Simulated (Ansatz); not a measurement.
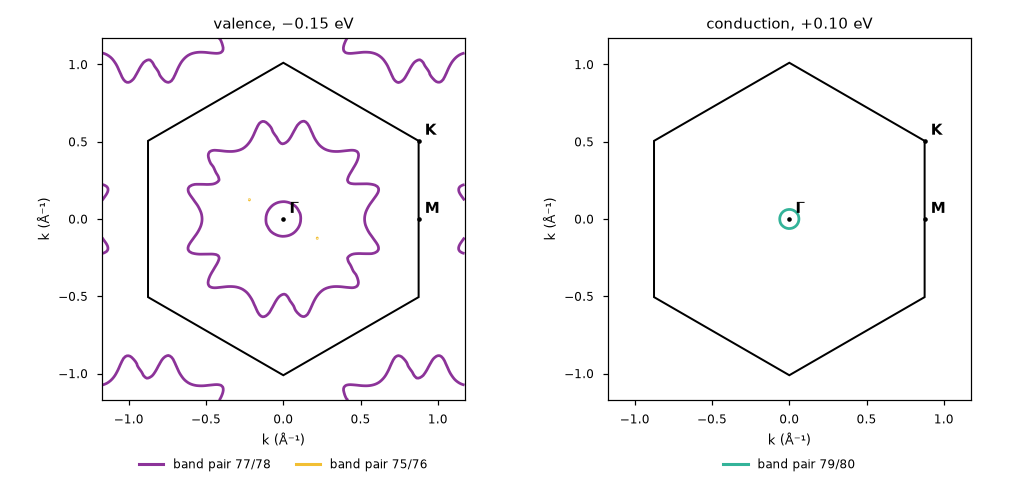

One free-standing Bi$_{2}$Se$_{3}$ layer cut from the bulk crystal (space group of the slab cell P-3m1): constant-energy contours at both band edges (energies from each edge).

Method: DFT PBE, spin-orbit coupling, plane waves, PAW; levels and slopes on a dense k mesh at the converged density (Ansatz). Non-magnetic. With an inversion centre and no moment every band is doubly degenerate; a pair is shown and named once. k mesh for the levels: 30×30×1. The geometry was not relaxed (largest force 0.3 eV/Å).

Masses come from a second pass at points close to the extrema; at the energies drawn a band may no longer be parabolic.

What kind of gap has this crystal, and what size does the calculation give?

The gap is indirect, 0.38 eV at this level of theory (semilocal functionals give gaps that are too small, and can reorder valleys that lie close).

Give the valleys and their effective masses.

Valence band (extrema up to 0.15 eV from the edge): twelve equivalent maxima away from the named points and lines, principal masses 0.68 and 1.13 mₑ; six equivalent maxima on the K–Γ line, 0.07 eV below the edge, principal masses 0.35 and 0.75 mₑ. Band pair 77/78 forms the valence edge; band pair 75/76 begins 0.15 eV lower (on the K–Γ line).
Conduction band (extrema up to 0.10 eV from the edge): one minimum at Γ, mass 0.13 mₑ in all directions. Band pair 79/80 forms the conduction edge.
